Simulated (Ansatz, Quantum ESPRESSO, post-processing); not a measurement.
# Ballistic transmission: vacuum gap of 5.0 Å between two Co(111) faces, part 4 of 4

Wanted: the transmission near the Fermi level and the conductance of this junction: vacuum gap of 5.0 Å between two Co(111) faces.

Quantum ESPRESSO 7.5; plane-wave DFT, PBEsol, GBRV ultrasoft pseudopotentials; cross-check by Ansatz 0.2.0 with PAW datasets.

So far. Step 2 (Ground state): The run needed 19 iterations to bring the estimated error under 1e-07 Ry; the largest force on any atom, held or free, is 0.64 eV/Å. The cell keeps a moment of 20.0 μB. Step 3 (The open system, spin up): At no point does T exceed the number of channels.

## (8) Cross-check with Ansatz

A second code with its own PAW datasets, on the same atoms.

Level of this step: plane-wave DFT, PBEsol, Ansatz PAW (Ansatz 0.2.0).

The input, input.yaml:

```yaml
crystal:
  lattice:
    - [2.4890158698, 0.0, 0.0]
    - [1.2445079349, 2.1555509736, 0.0]
    - [0.0, 0.0, 27.355002423]
  atoms:
    - { symbol: Co, position: [0.0, 0.0, 0.0], spin: 1.7 }
    - { symbol: Co, position: [0.333333333, 0.333333333, 0.0742925523], spin: 1.7 }
    - { symbol: Co, position: [0.666666667, 0.666666667, 0.1485851046], spin: 1.7 }
    - { symbol: Co, position: [0.0, 0.0, 0.2228776568], spin: 1.7 }
    - { symbol: Co, position: [0.333333333, 0.333333333, 0.2971702091], spin: 1.7 }
    - { symbol: Co, position: [0.666666667, 0.666666667, 0.3714627614], spin: 1.7 }
    - { symbol: Co, position: [0.0, 0.0, 0.5542446863], spin: 1.7 }
    - { symbol: Co, position: [0.333333333, 0.333333333, 0.6285372386], spin: 1.7 }
    - { symbol: Co, position: [0.666666667, 0.666666667, 0.7028297909], spin: 1.7 }
    - { symbol: Co, position: [0.0, 0.0, 0.7771223432], spin: 1.7 }
    - { symbol: Co, position: [0.333333333, 0.333333333, 0.8514148954], spin: 1.7 }
    - { symbol: Co, position: [0.666666667, 0.666666667, 0.9257074477], spin: 1.7 }
magnetization:
  spin_polarized: true
kpoints:
  mp_grid: { grid: [11, 11, 1] }
hamiltonian:
  xc: pbesol
scf:
  occupations: { method: fermi_dirac, width: 0.1 }
  convergence: { dr2_threshold: 1.0e-08 }
output:
  transmission: { leads: [[0, 3]], e_range: [-0.4, 0.4], de: 0.4, kmesh: [8, 8] }
  write_potential: true
  write_density: true
  volumetric_format: npy
  elf: true
```

The run is started by

```bash
$ ansatz run input.yaml --threads 4 --pin off --max-ram 8192MiB --backend cpu --events-out ev --progress --plain --runs-dir out
```

Numbers of over 12 decimals in the logs are rounded to 6 here.

The program printed:

```text
Engine: ansatz 0.2.0, aarch64-unknown-linux-gnu
Pseudopotentials: kind: paw
Pseudopotential: Co, paw, valence charge 17, recommended cutoff 420 eV (normal), Co.paw.azcp
Functional definition: PBEsol
  exchange = pbesol_x
  correlation = pbesol_c
Crystal: 12 atoms, lattice volume = 146.765 Å³
Basis set: ecut = 420 eV, 2773 PW (Γ)
Bands: 135, of which v1, the nominal top of the filled ones, is band 102 counted from 1 (101 counted from 0)
Symmetry: 12 space group operations
Space group: P-3m1 (ITA 164), of the structure as read, at distance tolerance 5.3e-5 Å
Magnetic group: BNS 164.85 (UNI 1315), of the structure as read, at distance tolerance 5.3e-5 Å
k-points: 16 of 121
Non-local potential: Co, projectors of the file, l = 0: 3, l = 1: 2, l = 2: 3, l = 3: 1
PAW form: soft (Blöchl's): semilocal exchange-correlation on the pseudo side does not see the compensation charge
PAW frozen core: Co, regenerated for the run's functional, and the local potential with it (the file was generated under x = pbe(κ = 0.804, μ = 0.219515), c = pbe(β = 0.066725))
PAW one-centre angular grid: Co, 590 points (default); XC on 64 Gauss nodes
Initial density: superposition of atomic densities (chi_scale 0.1, normalization cell)
Starting moments: Σ|m| = 20.4 μB on 12 of 12 sites
Initial wavefunctions: pseudopotential atomic-orbital guess
Functional: x = pbesol(κ = 0.804, μ = 0.123457), c = pbesol(β = 0.046)
SCF iter   1: F=—  HF=-61111.630487 eV  |F-HF|=—  |Δ(HF+E_count)|=         —  Δρ=1.07e-1 (↑3.13e-2 ↓1.07e-1)  dr2=2.43e1  dr2_m=2.52e0  M=20.582 μB ∫|m|=21.246 μB  β_m=0.30  ethr=3.10e-3  ⟨swp⟩=5.8  Hψ=14636  notcnv=0  defer=179
Mixer restart at iter 1: flushing history
preconditioner: auto → Kerker (q_TF=auto, 2.882 Å⁻¹)  [metal: Δε(μ)=0.013 eV  Ē_g=8.042 eV  σ=0.100 eV  W_gap=0.03  n_scr=24 (ndim 8)  ℏωp=31.9 eV  f_vac=0.084  D(μ)=14.72/eV (n_scr^D=198)]
spin=Collinear: Kerker preconditioning applied to the charge; magnetization (m = ρ↑ − ρ↓) channel mixes plain (no charge-response kernel on spin).
SCF iter   2: F=—  HF=-61106.855653 eV  |F-HF|=—  |Δ(HF+E_count)|=    4.77e0  Δρ=5.18e-2 (↑2.90e-2 ↓5.18e-2)  dr2=1.92e1  dr2_m=2.04e0  M=20.880 μB ∫|m|=21.761 μB  β_m=0.39  ethr=3.10e-3  ⟨swp⟩=2.2  Hψ=7090  notcnv=0  defer=382
SCF iter   3: F=—  HF=-61109.798133 eV  |F-HF|=—  |Δ(HF+E_count)|=    2.94e0  Δρ=2.82e-2 (↑2.82e-2 ↓2.23e-2)  dr2=1.94e1  dr2_m=7.32e-1  M=20.507 μB ∫|m|=21.600 μB  β_m=0.61  ethr=3.10e-3  ⟨swp⟩=1.5  Hψ=4688  notcnv=0  defer=383
SCF iter   4: F=—  HF=-61114.104836 eV  |F-HF|=—  |Δ(HF+E_count)|=    4.31e0  Δρ=2.45e-2 (↑2.45e-2 ↓1.69e-2)  dr2=1.70e1  dr2_m=2.95e-2  M=19.821 μB ∫|m|=21.257 μB  β_m=0.51  ethr=3.10e-3  ⟨swp⟩=2.0  Hψ=4897  notcnv=0  defer=383
SCF iter   5: F=—  HF=-61113.867183 eV  |F-HF|=—  |Δ(HF+E_count)|=   2.38e-1  Δρ=2.46e-2 (↑6.44e-3 ↓2.46e-2)  dr2=1.07e0  dr2_m=2.60e-1  M=19.453 μB ∫|m|=21.084 μB  β_m=0.63  ethr=3.10e-3  ⟨swp⟩=2.2  Hψ=6505  notcnv=0  defer=395
SCF iter   6: F=—  HF=-61114.065546 eV  |F-HF|=—  |Δ(HF+E_count)|=   1.98e-1  Δρ=1.04e-2 (↑1.04e-2 ↓8.42e-3)  dr2=1.15e0  dr2_m=4.42e-2  M=19.545 μB ∫|m|=21.192 μB  β_m=0.68  ethr=5.23e-4  ⟨swp⟩=2.2  Hψ=7710  notcnv=0  defer=411
SCF iter   7: F=—  HF=-61114.057528 eV  |F-HF|=—  |Δ(HF+E_count)|=   8.02e-3  Δρ=5.29e-3 (↑3.81e-3 ↓5.29e-3)  dr2=2.43e-1  dr2_m=1.74e-2  M=19.679 μB ∫|m|=21.360 μB  β_m=0.84  ethr=5.23e-4  ⟨swp⟩=2.1  Hψ=6089  notcnv=0  defer=413
SCF iter   8: F=—  HF=-61114.033599 eV  |F-HF|=—  |Δ(HF+E_count)|=   2.39e-2  Δρ=7.04e-3 (↑2.15e-3 ↓7.04e-3)  dr2=6.24e-1  dr2_m=1.43e-2  M=19.704 μB ∫|m|=21.357 μB  β_m=0.92  ethr=1.19e-4  ⟨swp⟩=2.0  Hψ=5233  notcnv=0  defer=413  recentre
SCF iter   9: F=—  HF=-61114.002993 eV  |F-HF|=—  |Δ(HF+E_count)|=   3.06e-2  Δρ=6.13e-3 (↑3.97e-3 ↓6.13e-3)  dr2=2.13e-1  dr2_m=4.61e-3  M=19.687 μB ∫|m|=21.366 μB  β_m=0.96  ethr=1.19e-4  ⟨swp⟩=2.0  Hψ=5310  notcnv=0  defer=412
[...]
SCF iter  18: F=—  HF=-61114.021202 eV  |F-HF|=—  |Δ(HF+E_count)|=   1.99e-6  Δρ=4.10e-5 (↑9.51e-6 ↓4.10e-5)  dr2=7.89e-6  dr2_m=4.75e-7  M=19.728 μB ∫|m|=21.390 μB  β_m=0.73  ethr=1.49e-8  ⟨swp⟩=2.1  Hψ=5454  notcnv=0  defer=410
SCF iter  19: F=—  HF=-61114.021202 eV  |F-HF|=—  |Δ(HF+E_count)|=   7.87e-7  Δρ=1.81e-5 (↑1.18e-5 ↓1.81e-5)  dr2=1.81e-6  dr2_m=2.26e-8  M=19.728 μB ∫|m|=21.390 μB  β_m=0.64  ethr=3.87e-9  ⟨swp⟩=1.8  Hψ=4962  notcnv=0  defer=410
SCF iter  20: F=—  HF=-61114.021202 eV  |F-HF|=—  |Δ(HF+E_count)|=   2.31e-8  Δρ=6.48e-6 (↑3.86e-6 ↓6.48e-6)  dr2=3.96e-7  dr2_m=5.13e-9  M=19.728 μB ∫|m|=21.390 μB  β_m=0.58  ethr=8.86e-10  ⟨swp⟩=2.0  Hψ=5424  notcnv=0  defer=410
SCF iter  21: F=—  HF=-61114.021202 eV  |F-HF|=—  |Δ(HF+E_count)|=   2.33e-8  Δρ=3.59e-6 (↑2.40e-6 ↓3.59e-6)  dr2=1.05e-7  dr2_m=2.22e-9  M=19.728 μB ∫|m|=21.390 μB  β_m=0.56  ethr=1.94e-10  ⟨swp⟩=1.9  Hψ=5124  notcnv=0  defer=410
SCF iter  22: F=—  HF=-61114.021202 eV  |F-HF|=—  |Δ(HF+E_count)|=   3.38e-8  Δρ=2.49e-6 (↑1.19e-6 ↓2.49e-6)  dr2=4.54e-8  dr2_m=1.86e-9  M=19.728 μB ∫|m|=21.390 μB  β_m=0.68  ethr=5.16e-11  ⟨swp⟩=2.0  Hψ=5576  notcnv=0  defer=410
SCF iter  23: F=—  HF=-61114.021202 eV  |F-HF|=—  |Δ(HF+E_count)|=   1.20e-8  Δρ=2.91e-6 (↑7.86e-7 ↓2.91e-6)  dr2=2.84e-8  dr2_m=2.05e-9  M=19.728 μB ∫|m|=21.390 μB  β_m=0.77  ethr=2.22e-11  ⟨swp⟩=2.1  Hψ=5460  notcnv=0  defer=410
SCF iter  24: F=—  HF=-61114.021202 eV  |F-HF|=—  |Δ(HF+E_count)|=   3.17e-9  Δρ=1.23e-6 (↑6.82e-7 ↓1.23e-6)  dr2=9.36e-9  dr2_m=2.76e-10  M=19.728 μB ∫|m|=21.390 μB  β_m=0.66  ethr=1.39e-11  ⟨swp⟩=2.1  Hψ=5475  notcnv=0  defer=410
SCF iter  25: F=—  HF=-61114.021202 eV  |F-HF|=—  |Δ(HF+E_count)|=  1.31e-10  Δρ=8.57e-7 (↑2.44e-7 ↓8.57e-7)  dr2=3.38e-9  dr2_m=1.46e-10  M=19.728 μB ∫|m|=21.390 μB  β_m=0.64  ethr=4.59e-12  ⟨swp⟩=1.8  Hψ=4891  notcnv=0  defer=410
SCF iter  26: F=—  HF=-61114.021202 eV  |F-HF|=—  |Δ(HF+E_count)|=  1.16e-10  Δρ=9.09e-7 (↑2.63e-7 ↓9.09e-7)  dr2=1.00e-8  dr2_m=1.60e-10  M=19.728 μB ∫|m|=21.390 μB  β_m=0.55  ethr=1.66e-12  ⟨swp⟩=1.8  Hψ=4824  notcnv=0  defer=410
SCF iter  27: F=-61114.021202 eV  HF=-61114.021202 eV  |F-HF|=1.40e-9  |Δ(HF+E_count)|=  1.02e-10  Δρ=6.31e-7 (↑1.63e-7 ↓6.31e-7)  dr2=1.56e-9  dr2_m=7.79e-11  M=19.728 μB ∫|m|=21.390 μB  ethr=1.66e-12  ⟨swp⟩=8.8  Hψ=16663  notcnv=0
SCF 1 converged in 27 iterations: F = -61114.021202 eV  dr2 = 1.56e-9
  greatest PAW one-centre occupation: 1.002 electrons in one spin orbital (limit 2), on the Co atom at site 6 (counted from 0), in its partial waves of l = 1
transmission: 86 of 860 steps passed
transmission: 172 of 860 steps passed
[...]
transmission: 860 of 860 steps passed
SCF converged after 27 iterations
Magnetization: 19.7285 μB (111.8642 up, 92.1358 down)
Absolute magnetization: 21.3945 μB (∫|ρ↑−ρ↓|, with the PAW one-centre terms)
Spin contamination: 0.3161 ħ² per cell (⟨S²⟩ above its minimum at these occupations)
Per-site moments (μB) at R_I (Å): [(1.683372, 1.026719), (1.683892, 1.026719), (1.686632, 1.026719), (1.675470, 1.026719), (1.712698, 1.026719), (1.792593, 1.026719), (1.792593, 1.026719), (1.712698, 1.026719), (1.675470, 1.026719), (1.686632, 1.026719), (1.683892, 1.026719), (1.683372, 1.026719)]
Free energy (F): -61114.021202 eV
Harris-Foulkes:  -61114.021202 eV  (|F-HF|=1.40e-9)
Internal energy: -61113.561730 eV  (E = F + TS)
E sigma→0 (E₀):  -61113.791466 eV
Entropy (-TS):   -0.459473 eV (-38.289 meV/atom)
Fermi energy:    15.996503 eV
--- Per-component energies (eV) ---
  E_band       = -3469.194550
  E_kinetic    = 5436.366304
  E_local      = -73393.049855  (includes V_loc(G=0)·N_el)
  E_nonlocal   = 5472.332719
  E_hartree    = 33653.256553
  E_xc         = -1887.694931
  E_vxc        = -2447.016444  (∫ρ·V_xc dr)
  E_paw        = -17791.684800  (= ΣΔE_a)
  E_vpaw       = -5844.340003  (= ΣTr[D̂ρ^β])
  E_aug_tail   = 0.000806  (compensation charges beyond the density's cutoff)
  E_ewald      = -12605.349557
  E_core_change = 2.261031  (= ΣΔE_core)
  E_smearing   = -0.459473  (= −TS)
  E_closure    = 0.000000  (closes the sum)
  Σ components = -61114.021202   (vs F -61114.021202, Δ=0.00e0)
--- Band table (eV; the first three rows and the last of 32) ---
  k-point 0 ↑: bands = [... 98 lower, 14.3527, 14.3592, 14.3684, 14.3684, 14.3885, 14.3885, 14.4932, 14.4932, ... 29 higher]
  k-point 1 ↑: bands = [... 98 lower, 14.2298, 14.2683, 14.3170, 14.3270, 14.3933, 14.4050, 14.4517, 14.4611, ... 29 higher]
  k-point 2 ↑: bands = [... 98 lower, 14.1068, 14.1634, 14.2042, 14.3076, 14.3440, 14.4090, 14.5004, 14.5380, ... 29 higher]
  k-point 15 ↓: bands = [... 98 lower, 16.7863, 16.8279, 16.8811, 16.9307, 16.9669, 17.0066, 17.0149, 17.0387, ... 29 higher]
--- Transmission ---
  basis      : 43 plane waves across, 43 finite elements along
  points     : 10, standing for a mesh of 8 x 8
  energies   : 3 from -0.400000 to 0.400000 eV about the Fermi level, 0.400000 eV apart; the leads are filled to 0.000000 eV, and channels, transmission and decay are at 0.000000 eV
  crystal 0  : Co3, at the sites [0, 3], period 6.0968 Å, over 24.39 Å; its Hamiltonian steps by up to 1327.0 meV: too much for a lead, lay more layers or, if its atoms are ordered, name the step of that order
    offset         : up to 0.0000 Å between an atom of the period and one for which it stands
    channels       : 6.093750e-1 up, 1.687500e0 down
    conductance    : none, the energies end too early or step too widely for 300 K: set another output.transmission.e_range or a lower de, or, where they end at an eighth of basis.ecutwfc, a higher one
    slowest decay  : 0.1485 /Å at (0.0000, 0.0000)
  junction   : crystal 0 to crystal 0, -0.32 to 20.94 Å
    transmission   : 3.642597e-2 up, 3.913515e-2 down
    conductance    : none, the energies end too early or step too widely for 300 K: set another output.transmission.e_range or a lower de, or, where they end at an eighth of basis.ecutwfc, a higher one
```

It took 39 s on 4 threads of Arm Neoverse V1, shared host; peak memory 0.98 GiB; 2.5 min of CPU time.

Read from the output:

```
free energy                                  : -61114.0212 eV
energy at zero smearing                      : -61113.7915 eV
smearing term TS                             : 0.4595 eV
Fermi energy                                 : 16.00 eV
magnetization                                : 19.73 μB
absolute magnetization                       : 21.39 μB
symmetry operations                          : 12
transmission at the Fermi level, spin up     : 0.03643
transmission at the Fermi level, spin down   : 0.03914
step of the lead's Hamiltonian over a period : 1327 meV
```

Per spin; mean over the k mesh across the current. The transmission, zone mean by energy, zero at the Fermi level:

```tsv
energy (eV)	up	down
-0.400	0.0259	0.0285
0.000	0.0364	0.0391
0.400	0.0533	0.0422
```

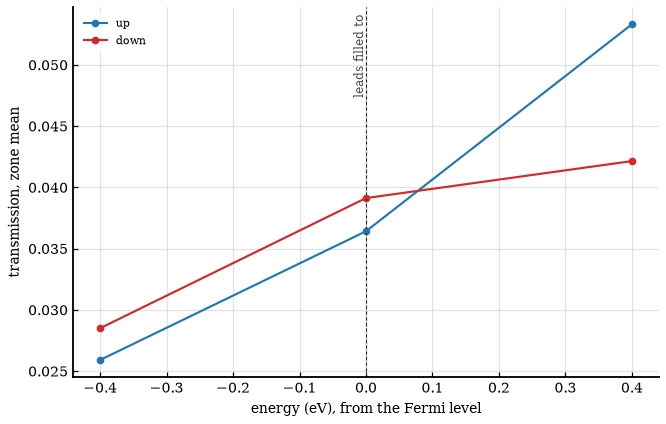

Transmission, zone mean, plotted against energy.

Per spin; mean over the k mesh across the current. The open channels, zone mean by energy, zero at the Fermi level:

```tsv
energy (eV)	up	down
-0.400	0.609	1.22
0.000	0.609	1.69
0.400	0.609	1.53
```

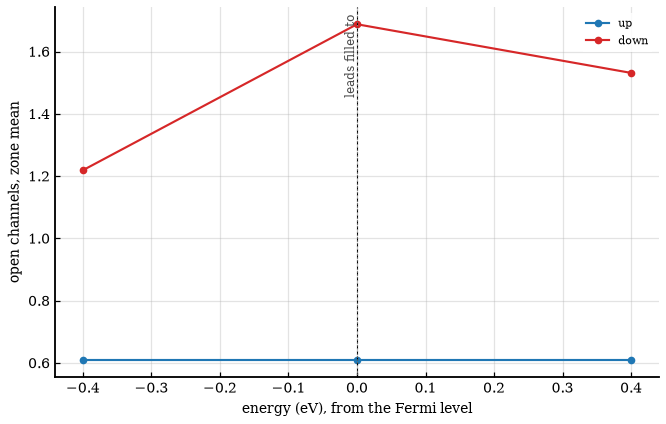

Open channels, zone mean against energy.

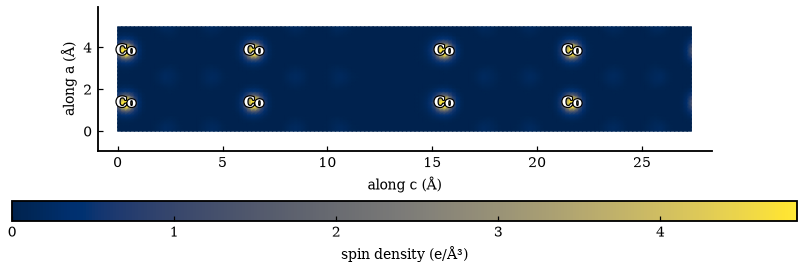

Spin density in the ca plane at fractional y = 0.000, with atoms of Co within 0.2 Å of it. The map starts off the cell's origin, so that atoms lie inside it.

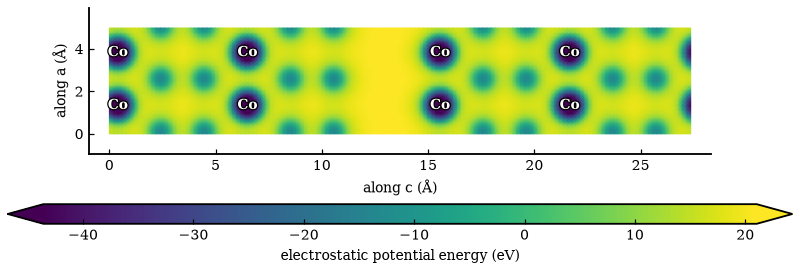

Electrostatic potential energy in the ca plane at fractional y = 0.000, with atoms of Co within 0.2 Å of it. With pseudopotentials it is smooth inside the atoms' cores, unlike the true potential. The map starts off the cell's origin, so that atoms lie inside it.

## (9) All levels side by side

All levels:

```tsv
step	T at the Fermi level (sum over the spins)	conductance (G0)	r.m.s. T(E) from the first	CPU time of the step (s)	peak memory (GiB)
Ansatz	0.07556	-	0	150.2	0.978
pwcond	0.08107	0.04053	0.005089	159.2	-
```

Sum over both spins; mean over the k mesh across the current. Table of transmission, zone mean by energy, zero at the Fermi level:

```tsv
energy (eV)	Ansatz	pwcond
-0.400	0.0544	0.0608
0.000	0.0756	0.0811
0.400	0.0955	0.0981
```

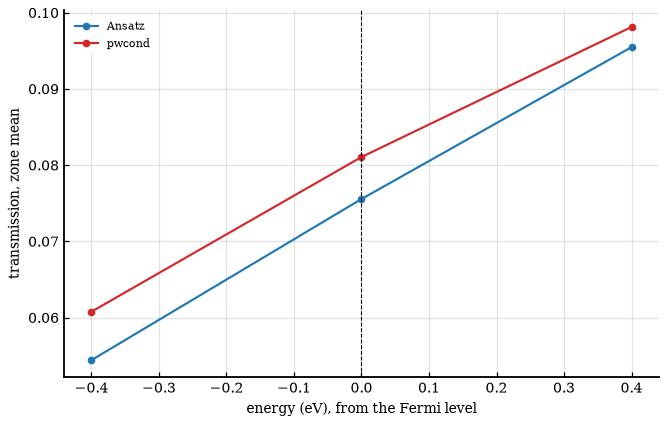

Transmission, zone mean, plotted against energy.

## (10) The arithmetic

G = 0.0405 × 77.48 µS = 3.14 µS a cell. Times the area of 5.365 Å², the resistance-area product is A/G = 17.1 fΩ m², the leads' contact resistance included.

## (11) Outcome

| Quantity | Value |
| --- | --- |
| conductance from T at the Fermi level, a cell (G₀ = 2e²/h) | 0.0405 G₀ |
| conductance per area | 58.5 S/μm² |
| spin polarisation of the transmission | -0.07 |
| the same conductance by Ansatz | 0.0378 G₀ |

In words: The junction conducts 0.0405 G₀ a cell at the Fermi level (PBEsol, GBRV ultrasoft). At the Fermi level the junction passes 3.5 % of what the leads offer. At the Fermi level pwcond and Ansatz differ by 7.3 %. Ansatz finds a step of 1327 meV across the lead's period inside the junction cell: the lead is too short to be bulk-like, which bears on both codes. Points with over 2.5 times the mean carry 61 % of T, so the mean leans on few points, and the mesh was not tested. Over -0.4 to 0.4 eV, T lies between 0.027 and 0.056 for spin up and 0.034 and 0.043 for spin down. The geometry is as built, not relaxed, and the leads are short. Semilocal functionals lack the image potential in a vacuum gap.

[Logs are printed without paths, hosts, clocks, repeated set-up lines and the standing remarks that a program may print on its own settings, such as how far it seeks lower states.]

[Hosts, paths, dates, database ids (printed as entryN), source tags and the programs' standing remarks are cut or masked in the printed files.]

[Maps of the electrostatic potential energy from Ansatz leave out the sawtooth potential of an applied field or a dipole correction, so their vacuum need not be flat; planar profiles and work functions include it.]
